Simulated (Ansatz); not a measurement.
## K$_{2}$S: a changed input and its effect

System: K$_{2}$S (Fm-3m, 3 atoms in the cell).
Method of run 1: DFT, r2SCAN, plane waves, PAW, no spin polarisation (Ansatz 0.2.0).

The structure was built on a prototype by a generator. The geometry comes from this level: r2SCAN. Text and figures count atoms from 1; the logs count them from 0 in places.

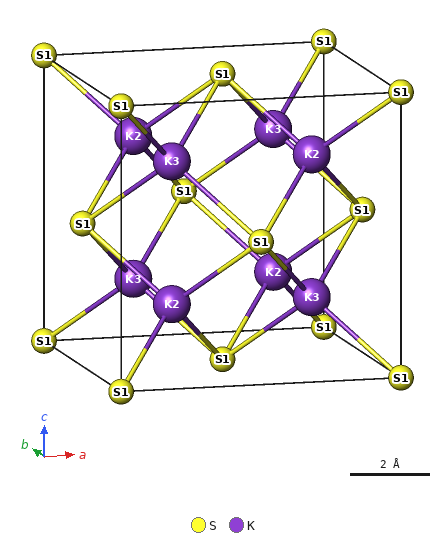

The structure as given in the input (ball-and-stick view of the cell 4 times as large as that of the calculation, set on its symmetry axes, seen slightly off an axis; atoms are numbered from 1 in the order of the input).

## Input, run 1
```yaml
crystal:
  lattice:
    - [0.0, 3.7027568457, 3.7027568457]
    - [3.7027568457, 0.0, 3.7027568457]
    - [3.7027568457, 3.7027568457, 0.0]
  atoms:
    - { symbol: S, position: [0.0, 0.0, 0.0] }
    - { symbol: K, position: [0.25, 0.25, 0.25] }
    - { symbol: K, position: [0.75, 0.75, 0.75] }
kpoints:
  mp_grid: { grid: [6, 6, 6] }
hamiltonian:
  xc: r2scan
scf:
  occupations: { method: fixed }
  n_extra_bands: 4
output:
  forces: true
  stress: true
  eigenvalues: true
```

Launched with:
```bash
ansatz run input.yaml --threads 2 --pin off --max-ram 2764MiB --backend cpu --events-out ev --progress --plain --runs-dir out
```

Hardware: 2 threads of Arm Neoverse V1, 24 GiB of memory available, shared host.

## Output, shortened to warnings, some set-up lines, iterations and results (run 1)
```
Basis set: ecut = 500 eV, 2637 PW (Γ), exchange–correlation on 160×160×160 points (64 copies of the dense FFT grid, shifted against one another)
Symmetry: 48 space group operations
k-points: 16 of 216
Initial density: superposition of atomic densities (neutral atoms: chi_scale 0, normalization atom), corrected by the library's trained network
[...]
SCF iter   1: F=—  HF=-3994.539162 eV  |F-HF|=—  |Δ(HF+E_count)|=         —  Δρ=3.68e-3  dr2=1.06e-2  dr2_τ=3.91e-3  ethr=1.77e-3  ⟨swp⟩=4.8  Hψ=1227  notcnv=0  defer=19
SCF iter   2: F=—  HF=-3994.564650 eV  |F-HF|=—  |Δ(HF+E_count)|=   2.55e-2  Δρ=1.73e-3  dr2=1.58e-3  dr2_τ=1.55e-4  ethr=4.40e-5  ⟨swp⟩=3.0  Hψ=618  notcnv=0  defer=29
SCF iter   3: F=—  HF=-3994.564896 eV  |F-HF|=—  |Δ(HF+E_count)|=   2.47e-4  Δρ=6.02e-4  dr2=3.05e-4  dr2_τ=3.30e-5  ethr=6.59e-6  ⟨swp⟩=2.0  Hψ=355  notcnv=0  defer=29
SCF iter   4: F=—  HF=-3994.564914 eV  |F-HF|=—  |Δ(HF+E_count)|=   1.79e-5  Δρ=1.12e-4  dr2=7.54e-6  dr2_τ=2.76e-6  ethr=1.27e-6  ⟨swp⟩=2.0  Hψ=335  notcnv=0  defer=29
SCF iter   5: F=—  HF=-3994.564919 eV  |F-HF|=—  |Δ(HF+E_count)|=   4.93e-6  Δρ=1.77e-5  dr2=1.89e-7  dr2_τ=2.54e-8  ethr=3.14e-8  ⟨swp⟩=3.0  Hψ=448  notcnv=0  defer=3
SCF iter   6: F=-3994.564919 eV  HF=-3994.564919 eV  |F-HF|=9.77e-9  |Δ(HF+E_count)|=   3.21e-7  Δρ=3.31e-6  dr2=1.41e-8  dr2_τ=5.49e-10  ethr=4.17e-10  ⟨swp⟩=7.9  Hψ=1587  …
SCF 1 converged in 6 iterations: F = -3994.564919 eV  dr2 = 1.41e-8
SCF converged after 6 iterations
Free energy (F): -3994.564919 eV
Harris-Foulkes:  -3994.564919 eV  (|F-HF|=9.77e-9)
Internal energy: -3994.564919 eV  (E = F + TS)
E sigma→0 (E₀):  -3994.564919 eV
Fermi energy:    2.354664 eV
--- Per-component energies (eV) ---
  E_band       = -243.471674
  E_kinetic    = 615.540402
  E_local      = -1373.568183  (includes V_loc(G=0)·N_el)
  E_nonlocal   = 53.304808
  E_hartree    = 479.181392
  E_xc         = -360.619575
  E_vxc        = -468.565681  (∫ρ·V_xc dr)
  E_paw        = -2185.273174  (= ΣΔE_a)
  E_vpaw       = -55.428663  (= ΣTr[D̂ρ^β])
  E_aug_tail   = -0.000003  (compensation charges beyond the density's cutoff)
  E_vtau       = 26.882941  (kinetic-family band-sum trace: ∫τ·v_τ [+ j·A + Jᵃ·Aᵃ] dr)
  E_ewald      = -1222.628448
  E_core_change = -0.502137  (= ΣΔE_core)
  E_smearing   = -0.000000  (= −TS)
  E_closure    = -0.000000  (closes the sum)
  Σ components = -3994.564919   (vs F -3994.564919, Δ=0.00e0)
--- Forces (eV/Å), atoms counted from 1 ---
  atom   1  S     -0.00000000     0.00000000     0.00000000
  atom   2  K     -0.00000000     0.00000000     0.00000000
  atom   3  K     -0.00000000     0.00000000    -0.00000000
  max |Σ_I F_I| component: 4.16e-17 eV/Å
--- Stress (GPa, compression-positive) ---
        0.006535      -0.000000       0.000000
        0.000000       0.006535      -0.000000
        0.000000      -0.000000       0.006535
  P = ⅓ Tr σ = 0.0065 GPa (0.065 kbar)
```

For run 2 the input was changed thus:
```diff
-    - [0.0, 3.7027568457, 3.7027568457]
-    - [3.7027568457, 0.0, 3.7027568457]
-    - [3.7027568457, 3.7027568457, 0.0]
+    - [0.0, 3.7394201889, 3.7394201889]
+    - [3.7394201889, 0.0, 3.7394201889]
+    - [3.7394201889, 3.7394201889, 0.0]
```

What does this change do to the results?

With the same functional and potentials, run 2 lies 1.8 meV per atom higher. The gap on the mesh goes from 2.75 to 2.68 eV. The pressure goes from 0.01 to −0.55 GPa. The volume per atom goes from 33.84 to 34.86 Å³. The cell is scaled evenly with the atoms at fixed fractional positions, so −ΔP/Δ ln V estimates the bulk modulus midway between the two volumes: about 19 GPa. The number of SCF iterations is the same. The plane waves at Γ go from 2637 to 2685.

## Output, shortened to warnings, some set-up lines, iterations and results (run 2)
```
Basis set: ecut = 500 eV, 2685 PW (Γ), exchange–correlation on 160×160×160 points (64 copies of the dense FFT grid, shifted against one another)
Symmetry: 48 space group operations
k-points: 16 of 216
Initial density: superposition of atomic densities (neutral atoms: chi_scale 0, normalization atom), corrected by the library's trained network
[...]
SCF iter   1: F=—  HF=-3994.534978 eV  |F-HF|=—  |Δ(HF+E_count)|=         —  Δρ=3.61e-3  dr2=1.05e-2  dr2_τ=3.55e-3  ethr=1.77e-3  ⟨swp⟩=4.8  Hψ=1243  notcnv=0  defer=19
SCF iter   2: F=—  HF=-3994.559297 eV  |F-HF|=—  |Δ(HF+E_count)|=   2.43e-2  Δρ=1.69e-3  dr2=1.56e-3  dr2_τ=1.44e-4  ethr=4.36e-5  ⟨swp⟩=3.0  Hψ=618  notcnv=0  defer=29
SCF iter   3: F=—  HF=-3994.559581 eV  |F-HF|=—  |Δ(HF+E_count)|=   2.84e-4  Δρ=5.62e-4  dr2=3.25e-4  dr2_τ=3.63e-5  ethr=6.52e-6  ⟨swp⟩=2.0  Hψ=355  notcnv=0  defer=29
SCF iter   4: F=—  HF=-3994.559579 eV  |F-HF|=—  |Δ(HF+E_count)|=   1.68e-6  Δρ=1.15e-4  dr2=8.85e-6  dr2_τ=2.61e-6  ethr=1.35e-6  ⟨swp⟩=2.0  Hψ=335  notcnv=0  defer=29
SCF iter   5: F=—  HF=-3994.559585 eV  |F-HF|=—  |Δ(HF+E_count)|=   5.66e-6  Δρ=1.91e-5  dr2=2.22e-7  dr2_τ=2.90e-8  ethr=3.69e-8  ⟨swp⟩=3.0  Hψ=448  notcnv=0  defer=3
SCF iter   6: F=-3994.559585 eV  HF=-3994.559585 eV  |F-HF|=8.86e-9  |Δ(HF+E_count)|=   4.07e-7  Δρ=3.24e-6  dr2=1.39e-8  dr2_τ=6.71e-10  ethr=4.17e-10  ⟨swp⟩=8.0  Hψ=1583  …
SCF 1 converged in 6 iterations: F = -3994.559585 eV  dr2 = 1.39e-8
SCF converged after 6 iterations
Free energy (F): -3994.559585 eV
Harris-Foulkes:  -3994.559585 eV  (|F-HF|=8.86e-9)
Internal energy: -3994.559585 eV  (E = F + TS)
E sigma→0 (E₀):  -3994.559585 eV
Fermi energy:    2.173204 eV
--- Per-component energies (eV) ---
  E_band       = -248.645024
  E_kinetic    = 614.885788
  E_local      = -1391.845702  (includes V_loc(G=0)·N_el)
  E_nonlocal   = 53.231603
  E_hartree    = 485.885061
  E_xc         = -360.343745
  E_vxc        = -468.255319  (∫ρ·V_xc dr)
  E_paw        = -2185.229327  (= ΣΔE_a)
  E_vpaw       = -55.375754  (= ΣTr[D̂ρ^β])
  E_aug_tail   = -0.000003  (compensation charges beyond the density's cutoff)
  E_vtau       = 26.944002  (kinetic-family band-sum trace: ∫τ·v_τ [+ j·A + Jᵃ·Aᵃ] dr)
  E_ewald      = -1210.641123
  E_core_change = -0.502137  (= ΣΔE_core)
  E_smearing   = -0.000000  (= −TS)
  E_closure    = -0.000000  (closes the sum)
  Σ components = -3994.559585   (vs F -3994.559585, Δ=0.00e0)
--- Forces (eV/Å), atoms counted from 1 ---
  atom   1  S     -0.00000000    -0.00000000    -0.00000000
  atom   2  K      0.00000000    -0.00000000    -0.00000000
  atom   3  K      0.00000000     0.00000000     0.00000000
  max |Σ_I F_I| component: 3.24e-17 eV/Å
--- Stress (GPa, compression-positive) ---
       -0.553309       0.000000      -0.000000
        0.000000      -0.553309      -0.000000
       -0.000000       0.000000      -0.553309
  P = ⅓ Tr σ = -0.5533 GPa (-5.533 kbar)
```

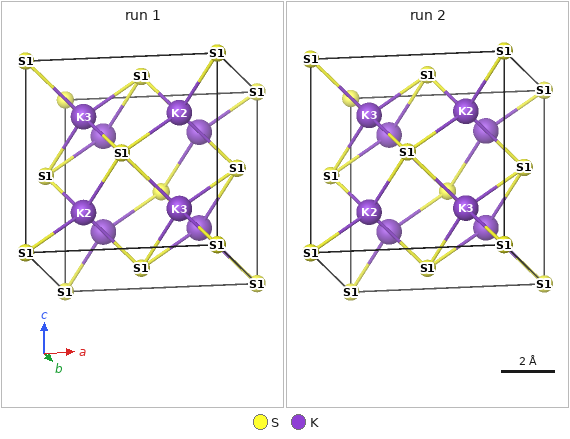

The two input geometries at one scale (ball-and-stick view of the cell 4 times as large as that of the calculation, set on its symmetry axes, seen at an oblique angle). No atom moves by more than 0.005 Å relative to the cell. The volume changes by +3.0 %, with a = b = c 7.406 → 7.479 Å (+1.0 %). Among the contacts that change: S1–K2 3.207 → 3.238 Å.

## The two runs side by side

| quantity | run 1 | run 2 |
| --- | --- | --- |
| outcome | converged | converged |
| free energy per atom (eV) | −1331.5216 | −1331.5199 |
| gap on the mesh (eV) | 2.75 | 2.68 |
| pressure (GPa) | 0.01 | −0.55 |
| volume per atom (Å³) | 33.84 | 34.86 |
| largest force (eV/Å) | 0.000 | 0.000 |
| SCF iterations | 6 | 6 |
| irreducible k-points | 16 | 16 |
| plane waves at Γ | 2637 | 2685 |
| wall time (shared host) | 2.6 s | 2.7 s |
